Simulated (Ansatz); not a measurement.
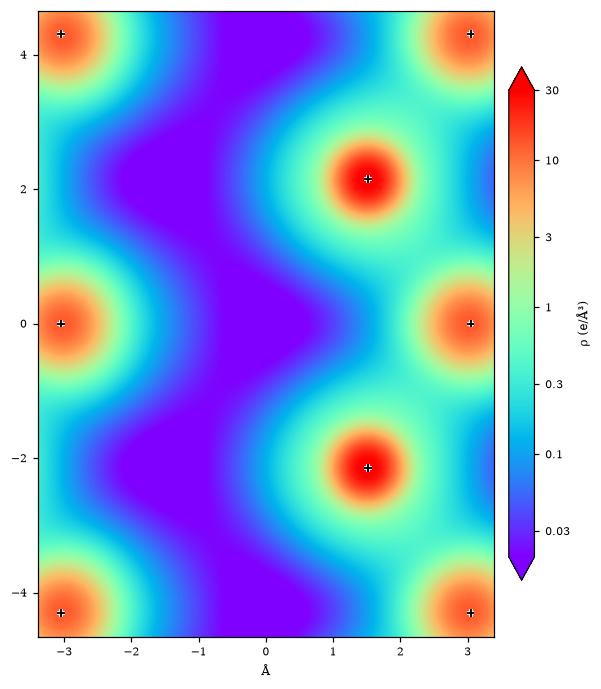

The valence pseudo-density on a plane through atoms (crosses mark nuclei in the plane).

The calculation used DFT, PBEsol, PAW with Ansatz's default frozen-core files, scalar-relativistic; relaxation of cell and atoms in Ansatz 0.2.0.

Candidates:
A. AgI, a = 4.56 Å, b = 4.56 Å, c = 7.45 Å, α = 90.00°, β = 90.00°, γ = 120.00°. Space group P6₃mc.
B. InAs, a = 6.09 Å, b = 6.09 Å, c = 6.09 Å, α = 90.00°, β = 90.00°, γ = 90.00°. Space group F-43m.

**Which candidate gave the map?**

Candidate B: InAs on the (110) plane of the conventional cell, which holds In and As. In–As (2.64 Å): ρ is about 0.41 e/Å³ halfway.
